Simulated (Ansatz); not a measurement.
# SiO2 (I-42d): from the cell to its phonons

Wanted: vibrations and spectra of SiO2 (I-42d); the cell is already relaxed.

Method: DFT LDA, scalar-relativistic, plane waves, PseudoDojo norm-conserving pseudopotentials, in Ansatz 0.2.0.

**1. The starting structure**

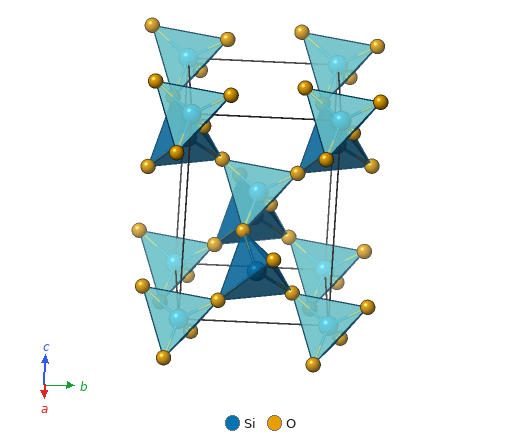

Start, viewed slightly off an axis; silicon blue, oxygen orange. This picture shows the conventional cell, with its axes. Some periodic images of atoms are drawn too.

**2. Zone-centre response**

The cell comes from relaxations at this level that are not shown. The zone centre is the only wavevector solved here; it holds the modes that light can see, as far as symmetry allows. The response to a homogeneous field gives the Born charges and the dielectric tensor.

File input.yaml:

```yaml
crystal:
  lattice:
    - [-2.4645317419, 2.4645317419, 3.6353051394]
    - [2.4645317419, -2.4645317419, 3.6353051394]
    - [2.4645317419, 2.4645317419, -3.6353051394]
  atoms:
    - { symbol: Si, position: [0.0, 0.0, 0.0] }
    - { symbol: Si, position: [0.75, 0.25, 0.5] }
    - { symbol: O, position: [0.9709627266, 0.625, 0.8459627266] }
    - { symbol: O, position: [0.375, 0.2209627266, 0.3459627266] }
    - { symbol: O, position: [0.7790372734, 0.125, 0.1540372734] }
    - { symbol: O, position: [0.875, 0.0290372734, 0.6540372734] }
kpoints:
  mp_grid: { grid: [8, 8, 8] }
hamiltonian:
  xc: lda
  pseudopotentials: { kind: nc, accuracy: standard }
scf:
  occupations: { method: fixed }
output:
  eigenvalues: true
phonons:
  method: dfpt
  dielectric: true
  rigid_motions: translations
```

On the command line:

```sh
$ ansatz run input.yaml --threads 4 --pin off --max-ram 7168MiB --backend cpu --events-out ev --progress --plain --runs-dir out
```

What it wrote:

```text
Engine: ansatz 0.2.0, aarch64-unknown-linux-gnu
Pseudopotentials: kind: nc
Pseudopotential: Si, nc, valence charge 4, recommended cutoff 435.38218 eV (normal), Si.nc.azcp (PseudoDojo's, or run here from an input of PseudoDojo's; its table is named by hamiltonian.pseudopotentials.accuracy)
Pseudopotential: O, nc, valence charge 6, recommended cutoff 1142.878222 eV (normal), O.nc.azcp (PseudoDojo's, or run here from an input of PseudoDojo's; its table is named by hamiltonian.pseudopotentials.accuracy)
Functional definition: SPW92
  exchange = slater_x
  correlation = pw_c
Crystal: 6 atoms, lattice volume = 88.322 Å³
Basis set: ecut = 1142.878222 eV, 7721 PW (Γ), exchange–correlation on 120×120×120 points (8 copies of the dense FFT grid, shifted against one another)
Bands: 22, of which v1, the nominal top of the filled ones, is band 16 counted from 1 (15 counted from 0)
Symmetry: 8 space group operations
k-points: 260 of 512 (irreducible under 1 space group operation, time reversal used)
Non-local potential: Si, projectors of the file, l = 0: 2, l = 1: 2, l = 2: 2
Non-local potential: O, projectors of the file, l = 0: 2, l = 1: 2, l = 2: 1
Initial density: superposition of atomic densities (chi_scale 0.1, normalization cell, long waves kept (reshape's long-wave potential 0.00 eV rms))
Initial wavefunctions: pseudopotential atomic-orbital guess
Functional: x = slater, c = lda
SCF iter   1: F=—  HF=-2041.403246 eV  |F-HF|=—  |Δ(HF+E_count)|=         —  Δρ=1.26e-1  dr2=1.23e1  ethr=3.10e-3  ⟨swp⟩=5.1  Hψ=28676  notcnv=0  defer=677
preconditioner: auto → none  [insulator: Δε(μ)=7.675 eV  Ē_g=18.091 eV  n_scr=14 (ndim 8)  ℏωp=22.4 eV  f_vac=0.142  ε∞_Penn≈2.5]
SCF iter   2: F=—  HF=-2037.802825 eV  |F-HF|=—  |Δ(HF+E_count)|=    3.60e0  Δρ=6.06e-2  dr2=1.34e0  ethr=3.10e-3  ⟨swp⟩=4.9  Hψ=18435  notcnv=0  defer=896
SCF iter   3: F=—  HF=-2037.422761 eV  |F-HF|=—  |Δ(HF+E_count)|=   3.80e-1  Δρ=1.89e-2  dr2=1.30e-1  ethr=3.10e-3  ⟨swp⟩=2.4  Hψ=10665  notcnv=0  defer=891
SCF iter   4: F=—  HF=-2037.388252 eV  |F-HF|=—  |Δ(HF+E_count)|=   3.45e-2  Δρ=1.83e-3  dr2=1.03e-3  ethr=4.08e-4  ⟨swp⟩=2.4  Hψ=10416  notcnv=0  defer=1036
SCF iter   5: F=—  HF=-2037.388069 eV  |F-HF|=—  |Δ(HF+E_count)|=   1.84e-4  Δρ=2.04e-4  dr2=1.45e-5  ethr=3.21e-6  ⟨swp⟩=2.1  Hψ=9892  notcnv=0  defer=1040
SCF iter   6: F=—  HF=-2037.388069 eV  |F-HF|=—  |Δ(HF+E_count)|=   8.27e-7  Δρ=3.31e-5  dr2=2.53e-7  ethr=4.52e-8  ⟨swp⟩=2.4  Hψ=9037  notcnv=0  defer=1036
SCF iter   7: F=—  HF=-2037.388031 eV  |F-HF|=—  |Δ(HF+E_count)|=   3.88e-5  Δρ=2.78e-6  dr2=4.47e-9  ethr=7.92e-10  ⟨swp⟩=2.8  Hψ=9933  notcnv=0  defer=984
SCF iter   8: F=-2037.388031 eV  HF=-2037.388031 eV  |F-HF|=3.68e-11  |Δ(HF+E_count)|=   1.21e-9  Δρ=4.02e-7  dr2=6.94e-11  ethr=1.00e-12  ⟨swp⟩=16.3  Hψ=52952  notcnv=0
SCF 1 converged in 8 iterations: F = -2037.388031 eV  dr2 = 6.94e-11
NSCF: frozen V_eff on 3 k-points
DFPT response loops at Γ: preconditioner auto → none (the input reference at scf.mixing.eps_inf says where Resta's filter doesn't serve); β = 0.50; Broyden in place of MSR1
the run's response loops start from zero, take more passes and end by a threshold: the memory limit or budget leaves too little room for the subspace of the ground state's own states beside the solves, or none could be made (phonons.method)
SCF converged after 8 iterations
Free energy (F): -2037.388031 eV
Harris-Foulkes:  -2037.388031 eV  (|F-HF|=3.68e-11)
Internal energy: -2037.388031 eV  (E = F + TS)
E sigma→0 (E₀):  -2037.388031 eV
Fermi energy:    0.559990 eV
--- Per-component energies (eV) ---
  E_band       = -195.586062
  E_kinetic    = 1335.475869
  E_local      = -2357.038442  (includes V_loc(G=0)·N_el)
  E_nonlocal   = -278.810528
  E_hartree    = 856.743323
  E_xc         = -543.930591
  E_vxc        = -608.699959  (∫ρ·V_xc dr)
  E_ewald      = -1049.827663
  E_smearing   = -0.000000  (= −TS)
  E_closure    = -0.000000  (closes the sum)
  Σ components = -2037.388031   (vs F -2037.388031, Δ=0.00e0)
--- Band table (eV; the first three rows and the last of 260) ---
  k-point 0: bands = [... 12 lower, -1.0602, -0.1055, 0.5600, 0.5600, 6.3878, 9.2506, 11.1237, 11.1237, ... 2 higher]
  k-point 1: bands = [... 12 lower, -1.1164, -0.0909, 0.5111, 0.5115, 6.7172, 9.4570, 10.6331, 10.9656, ... 2 higher]
  k-point 2: bands = [... 12 lower, -1.0901, -0.0935, 0.3845, 0.3960, 7.5702, 9.9329, 10.3177, 10.6653, ... 2 higher]
  k-point 259: bands = [... 12 lower, -0.9464, -0.9464, 0.2190, 0.2190, 9.3307, 9.3307, 10.7348, 10.7348, ... 2 higher]
--- Phonons (Γ-DFPT): 5 representative perturbations + reference, on 260 of 512 k-points (Σ response iterations 36) ---
  k mesh reduced under 1 symmetry operation, with k and −k counted as one. Each operation leaves every solved perturbation unchanged. A smaller set is not considered because the run solves the response to a homogeneous field
  ASR residual: 1.702e-4 → 0.000e0 eV/Å²; symmetrization residual: 1.065e-5 eV/Å²
  ASR residual per site (eV/Å²): 1.53e-5 1.53e-5 1.70e-4 1.70e-4 1.70e-4 1.70e-4
  Γ frequencies (cm⁻¹): 0.00 0.00 0.00 134.40 134.40 324.37 362.34 417.60 432.35 452.07 452.07 767.20 781.29 781.29 1087.58 1097.37 1097.37 1126.73
  ε∞ (high-frequency dielectric tensor):
        2.213954    -0.000000     0.000000
        0.000000     2.213954    -0.000000
        0.000000     0.000000     2.222912
  ε⁰ (static dielectric tensor: ions relaxed, cell fixed):
        3.816819     0.000000    -0.000000
        0.000000     3.816819    -0.000000
       -0.000000    -0.000000     4.030677
  ε⁰ − ε∞ (ionic part):
        1.602865     0.000000    -0.000000
        0.000000     1.602865    -0.000000
       -0.000000    -0.000000     1.807765
  softest optical mode at Γ: 134.40 cm⁻¹; the repairs (sum rule, projections) moved no ω² at Γ by more than (2.83 cm⁻¹)²
  Born effective charges Z* (e; rows j = field, columns β = displacement):
    site 0:
         3.30024   -0.35793    0.00000
         0.35793    3.30024    0.00000
        -0.00000    0.00000    3.36700
    site 1:
         3.30024    0.35793   -0.00000
        -0.35793    3.30024   -0.00000
         0.00000    0.00000    3.36700
    site 2:
        -2.21941    0.00000   -0.89302
        -0.00000   -1.08083   -0.00000
        -0.87446    0.00000   -1.68350
    site 3:
        -1.08083    0.00000    0.00000
        -0.00000   -2.21941   -0.89302
         0.00000   -0.87446   -1.68350
    site 4:
        -2.21941    0.00000    0.89302
         0.00000   -1.08083   -0.00000
         0.87446    0.00000   -1.68350
    site 5:
        -1.08083    0.00000    0.00000
        -0.00000   -2.21941    0.89302
         0.00000    0.87446   -1.68350
  Z* charge neutrality: 8.899e-5 e pre-enforcement
  k-mesh period / interband length: 40.3 Å / 1.00 Å = 40.41 at k = (0.0000, 0.0000, 0.0000), direct gap 5.828 eV — 14 or more, which is no proof of convergence
  optical modes at Γ without the LO–TO term, one row a degenerate level:
      ω (cm⁻¹)  modes    IR ((D/Å)²/amu)
        134.40      2             0.1505
        324.37      1             0.0000
        362.34      1             0.0000
        417.60      1             0.0000
        432.35      1             9.2275
        452.07      2            13.8956
        767.20      1             0.0000
        781.29      2             6.2047
       1087.58      1            30.1561
       1097.37      2            55.7086
       1126.73      1             0.0000
  optical modes at Γ + LO–TO along q̂ = [1.0000, 0.0000, 0.0000]:
      ω (cm⁻¹)  modes    IR ((D/Å)²/amu)
        134.40      1             0.0753
        136.16      1             0.0254
[...]
optical modes at Γ + LO–TO along q̂ = [0.0000, 1.0000, 0.0000]:
      ω (cm⁻¹)  modes    IR ((D/Å)²/amu)
[...]
1240.75      1            32.9141
  optical modes at Γ + LO–TO along q̂ = [0.0000, 0.0000, 1.0000]:
      ω (cm⁻¹)  modes    IR ((D/Å)²/amu)
        134.40      2             0.1505
        324.37      1             0.0000
        362.34      1             0.0000
        417.60      1             0.0000
        452.07      2            13.8956
        510.77      1             4.9198
        767.20      1             0.0000
        781.29      2             6.2047
       1097.37      2            55.7086
       1126.73      1             0.0000
       1239.64      1            34.4638
```

Wall time 25 min (4 threads of Arm Neoverse N1, shared host); peak memory 6.8 GiB; 1.6 h of CPU time.

The column dr2 measures how far the density is from self-consistency, as an energy; F and HF (Harris–Foulkes) agree once it is small.

Numbers from this step:

```yaml
gap_on_the_k_mesh: 5.828 eV
volume_per_atom: 14.72 Å³
sum_rule_residual_before_enforcement: 1.70e-4 eV/Å²
miss_of_the_charge_sum_rule: 8.90e-5 e
point_group: -42m
highest_optical_mode_at_the_zone_centre_no_lo_to_term: 1127 cm⁻¹
lowest_optical_zone_centre_mode: 134.4 cm⁻¹
mean_high_frequency_dielectric_constant: 2.217
largest_born_charge_third_of_the_trace: 3.322 e
mean_static_dielectric_constant: 3.888
top_of_the_zone_centre_spectrum_with_the_field: 1241 cm⁻¹
```

Without the LO-TO term. Patterns of degenerate modes are one choice out of their space. The modes at Γ (shares of kinetic energy by element, %):

| mode | frequency (cm⁻¹) | symmetry | Si % | O % |
| --- | --- | --- | --- | --- |
| 1 | 0.0 | acoustic | 47 | 53 |
| 2 | 0.0 | acoustic | 47 | 53 |
| 3 | 0.0 | acoustic | 47 | 53 |
| 4 | 134.4 | E | 2 | 98 |
| 5 | 134.4 | E | 2 | 98 |
| 6 | 324.4 | A1 | 0 | 100 |
| 7 | 362.3 | A2 | 0 | 100 |
| 8 | 417.6 | B1 | 10 | 90 |
| 9 | 432.4 | B2 | 30 | 70 |
| 10 | 452.1 | E | 42 | 58 |
| 11 | 452.1 | E | 42 | 58 |
| 12 | 767.2 | B1 | 90 | 10 |
| 13 | 781.3 | E | 86 | 14 |
| 14 | 781.3 | E | 86 | 14 |
| 15 | 1087.6 | B2 | 23 | 77 |
| 16 | 1097.4 | E | 24 | 76 |
| 17 | 1097.4 | E | 24 | 76 |
| 18 | 1126.7 | A2 | 0 | 100 |

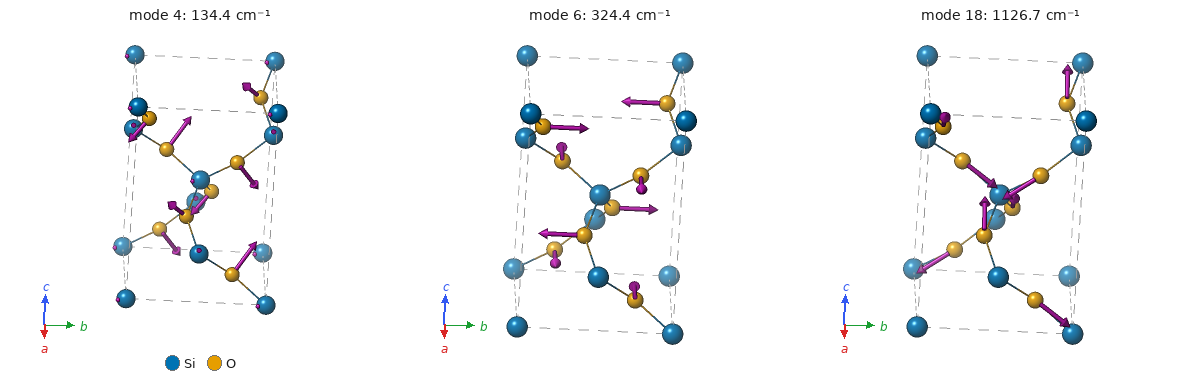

Displacement patterns of modes 4, 6 and 18 at Γ; arrows are exaggerated. Bonds to atoms that aren't drawn are left out. Some periodic images of atoms are drawn too.

Optical modes at the zone centre, without and with the macroscopic field of the longitudinal modes; each column is sorted by frequency, so a row need not hold one and the same mode. Modes with and without the field, by row:

```
rank among optical modes  no field (cm⁻¹)  q along (1, 0, 0) (cm⁻¹)  q along (0, 0, 1) (cm⁻¹)
                       1            134.4                     134.4                     134.4
                       2            134.4                     136.2                     134.4
                       3            324.4                     324.4                     324.4
                       4            362.3                     362.3                     362.3
                       5            417.6                     417.6                     417.6
                       6            432.4                     432.4                     452.1
                       7            452.1                     452.1                     452.1
                       8            452.1                     507.9                     510.8
                       9            767.2                     767.2                     767.2
                      10            781.3                     781.3                     781.3
                      11            781.3                     797.1                     781.3
                      12             1088                      1088                      1097
                      13             1097                      1097                      1097
                      14             1097                      1127                      1127
                      15             1127                      1241                      1240
```

Born charge (rows field, columns displacement) (e), principal values of the symmetric part by kind of site:

| atom | atoms with these values | low | middle | high | mean |
| --- | --- | --- | --- | --- | --- |
| Si1 | 2 | 3.30 | 3.30 | 3.37 | 3.32 |
| O3 | 4 | -2.87 | -1.08 | -1.03 | -1.66 |

In full for O3:

```
-2.22  0.00 -0.89
 0.00 -1.08  0.00
-0.87  0.00 -1.68
```

High-frequency dielectric tensor:

```
2.21 0.00 0.00
0.00 2.21 0.00
0.00 0.00 2.22
```

Static dielectric tensor (ions relaxed, fixed cell):

```
3.82 0.00 0.00
0.00 3.82 0.00
0.00 0.00 4.03
```

Transverse modes. Lines of the infrared spectrum (strongest = 100):

```
position (cm⁻¹)  label  relative intensity
            134      E                 0.3
            324     A1                 0.0
            362     A2                 0.0
            418     B1                 0.0
            432     B2                  17
            452      E                  25
            767     B1                 0.0
            781      E                  11
           1088     B2                  54
           1097      E                 100
           1127     A2                 0.0
```

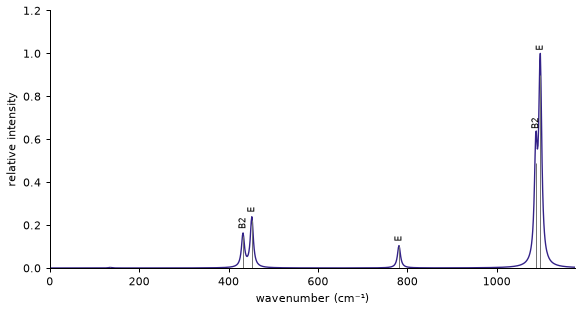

The infrared spectrum, broadened with Lorentzians of width 8 cm⁻¹; bars mark the lines.

Before it was imposed, the acoustic sum rule was missed by 1.7e-4 eV/Å² and the charge sum rule by 8.9e-5 e. Small misses are needed for a sound result but don't prove that mesh and cutoff are converged. The lowest optical mode is real, 134 cm⁻¹.

**3. Isotope substitution, element O, natural mass 15.999 amu**

An isotope changes the mass and not the force constants, so no new electronic calculation is needed; the shifts show which modes move this element.

The same force constants with the mass of O changed from 15.999 to 17.999 u (phonopy, no LO-TO term). Both lists are sorted by frequency; levels can cross, so a row need not hold one and the same mode. Modes under 3 cm⁻¹ are left out. Isotope shifts, by row:

```
    q  rank  natural mass (cm⁻¹)  changed mass (cm⁻¹)
0 0 0     4                134.4                126.8
0 0 0     5                134.4                126.8
0 0 0     6                324.4                305.8
0 0 0     7                362.3                341.6
0 0 0     8                417.6                395.9
0 0 0     9                432.4                414.9
0 0 0    10                452.1                436.6
0 0 0    11                452.1                436.6
0 0 0    12                767.2                  763
0 0 0    13                781.3                775.5
0 0 0    14                781.3                775.5
0 0 0    15                 1088                 1040
0 0 0    16                 1097                 1050
0 0 0    17                 1097                 1050
0 0 0    18                 1127                 1062
```

A mode of this element alone would shift by -5.72 %. The highest zone-centre frequency without the field goes from 1126.7 to 1062.3 cm⁻¹ (-5.7 %). The product of the frequency ratios over all optical modes at Γ is 0.543; the product rule, (m/m′)^(3k/2) (M′/M)^(3/2) with k = 4 such atoms and M the mass of the cell, gives 0.543.

**4. Another isotope, element Si, natural mass 28.085 amu**

The same for Si, from 28.09 to 29.97 u.

The same force constants with the mass of Si changed from 28.085 to 29.974 u (phonopy, no LO-TO term). Both lists are sorted by frequency; levels can cross, so a row need not hold one and the same mode. Modes under 3 cm⁻¹ are left out. Isotope shifts, by row:

| q | rank | natural mass (cm⁻¹) | changed mass (cm⁻¹) |
| --- | --- | --- | --- |
| 0 0 0 | 4 | 134.4 | 134.3 |
| 0 0 0 | 5 | 134.4 | 134.3 |
| 0 0 0 | 6 | 324.4 | 324.4 |
| 0 0 0 | 7 | 362.3 | 362.3 |
| 0 0 0 | 8 | 417.6 | 416.1 |
| 0 0 0 | 9 | 432.4 | 428.2 |
| 0 0 0 | 10 | 452.1 | 445.9 |
| 0 0 0 | 11 | 452.1 | 445.9 |
| 0 0 0 | 12 | 767.2 | 745.3 |
| 0 0 0 | 13 | 781.3 | 759.8 |
| 0 0 0 | 14 | 781.3 | 759.8 |
| 0 0 0 | 15 | 1088 | 1080 |
| 0 0 0 | 16 | 1097 | 1089 |
| 0 0 0 | 17 | 1097 | 1089 |
| 0 0 0 | 18 | 1127 | 1127 |

A mode of this element alone would shift by -3.20 %. The highest zone-centre frequency without the field goes from 1126.7 to 1126.7 cm⁻¹ (+0.0 %). The product of the frequency ratios over all optical modes at Γ is 0.862; the product rule, (m/m′)^(3k/2) (M′/M)^(3/2) with k = 2 such atoms and M the mass of the cell, gives 0.862.

**5. What came out**

* space group (within 0.01 Å): I-42d
* volume per atom: 14.7 Å³
* gap on the k-mesh: 5.83 eV
* highest optical mode at the zone centre (no LO-TO term): 1127 cm⁻¹
* top of the zone-centre spectrum with the field: 1241 cm⁻¹
* lowest optical zone-centre mode: 134 cm⁻¹
* mean high-frequency dielectric constant: 2.22
* mean static dielectric constant: 3.89
* largest Born charge (third of the trace): 3.32 e
* imaginary modes at Γ (the only wavevector solved): none

In words: The structure is stable against zone-centre distortions, since no mode there is imaginary; other wavevectors were not solved, so zone-boundary instabilities are untested. Without the field, the optical modes at Γ span 134 to 1127 cm⁻¹. No dispersion was computed. The highest mode in this list at Γ, 1126.7 cm⁻¹, is mostly motion of O (100 % of the kinetic energy). With the macroscopic field of the longitudinal modes the top of the zone-centre spectrum lies at 1241 cm⁻¹, against 1127 cm⁻¹ without it. Lattice motion raises the mean dielectric constant from 2.217 to 3.888. The strongest infrared line is at 1097 cm⁻¹. These are harmonic frequencies at zero temperature: anharmonic shifts, linewidths and thermal expansion are left out.

[Logs are printed without paths, hosts, clocks, repeated set-up lines and the standing remarks that a program may print on its own settings, such as how far it seeks lower states.]

[Hosts, paths, dates, database ids (printed as entryN), source tags and the programs' standing remarks are cut or masked in the printed files.]
